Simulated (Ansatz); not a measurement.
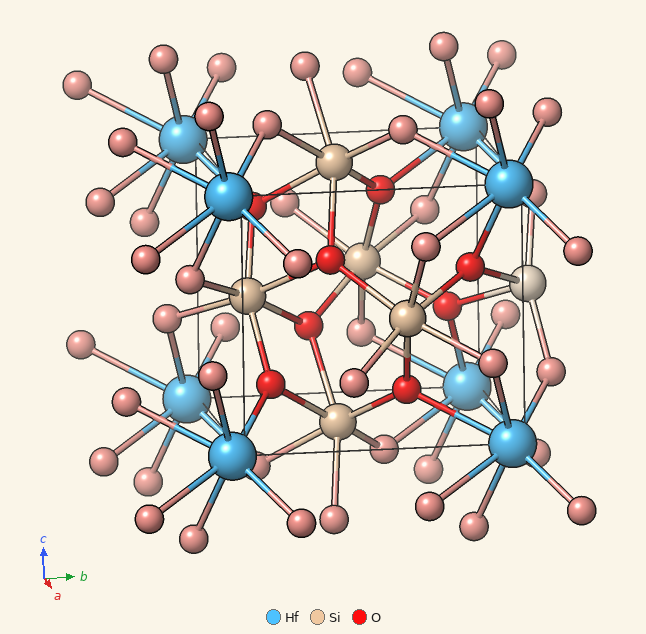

Ball-and-stick drawing of the structure, looking slightly off an axis. The edges of the conventional unit cell are marked. The bonded neighbours beyond the faces are included, in fainter colours.

HfSi3O8, space group P2 (No. 3), a = 4.367 Å, b = 5.097 Å, c = 4.703 Å, α = 90.00°, β = 94.32°, γ = 90.00°. It goes back to a structure type filled with these elements by a generator (whether the compound takes this form wasn't checked). Earlier steps of the study may have refined or changed the cell and positions. Ansatz was used for an electronic-structure calculation on it.

This one geometry was computed with Ansatz (DFT, plane waves, PAW) at five levels of theory: PBE with spin-orbit coupling, PBE, PBE0, r2SCAN and HSE06. It was relaxed beforehand with r2SCAN.

Which level gives the highest pressure at this volume, and what does that say about its equilibrium volume?

Answer. Highest: PBE with spin-orbit coupling (8.2 GPa) and PBE (8.4 GPa), which points to the largest equilibrium volume. Lowest, with the smallest volume: PBE0 (-1.3 GPa) and HSE06 (-1.3 GPa). Levels within 0.5 GPa of each other can't be told apart.

How does the band gap change with the level of theory?

Answer. PBE with spin-orbit coupling: a gap of 4.73 eV, indirect; PBE: a gap of 4.85 eV, indirect; r2SCAN: a gap of 5.42 eV, indirect; HSE06: a gap of 6.61 eV, indirect; PBE0: a gap of 7.38 eV, indirect.

Collect the results in a table.

Answer.
| level | cutoff (eV) | k-mesh of the run's cell | gap (eV) | pressure (GPa) |
| --- | --- | --- | --- | --- |
| PBE with spin-orbit coupling | 420 | 6×6×6 | 4.73 | 8.2 |
| PBE | 420 | 6×6×6 | 4.85 | 8.4 |
| PBE0 | 420 | 4×4×4 | 7.38 | -1.3 |
| r2SCAN | 500 | 6×6×6 | 5.42 | 0.0 |
| HSE06 | 420 | 4×4×4 | 6.61 | -1.3 |

Gaps are taken on the k-mesh or band path of each run.
